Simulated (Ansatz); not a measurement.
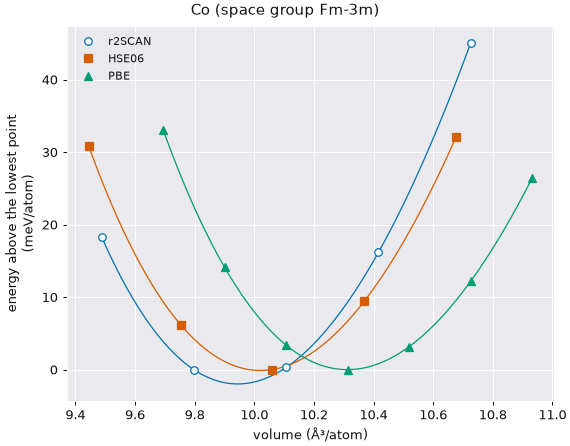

Caption: Energy above the lowest point against volume, with one curve for each functional, for Co (space group Fm-3m).

Settings that differ: r2SCAN: wave cutoff 500 eV, k mesh 17×17×17, occupation width 0.1 eV; HSE06: wave cutoff 420 eV, k mesh 6×6×6, exchange singularity Wigner-Seitz, occupation width 0.1 eV; PBE: wave cutoff 420 eV, k mesh 54×54×54, occupation width 0.0612 eV.

The fitted equilibrium volumes, smallest first, are r2SCAN 9.94, HSE06 10.02, PBE 10.31 Å³/atom. The fitted bulk moduli, smallest first, are PBE 254, HSE06 269, r2SCAN 284 GPa.

Calculation (Ansatz 0.2.0 development build): equation of state of a cubic crystal from periodic Kohn-Sham density functional theory without spin, third-order Birch-Murnaghan fit to the free energies; pressure corrected for the finite basis.

structure type fcc; atoms in cell 1; space group number 225; lattice centring face-centred primitive; occupation method Fermi–Dirac; datasets soft-1 PAW; density tolerance 1e−07 eV; bands 13; density cutoff ratio 4; search for lower states default.

Caveats: coarse k-mesh, values are not converged in k (HSE06); cubic model structure, not the ambient form; known magnet treated without spin, far from its ground state.
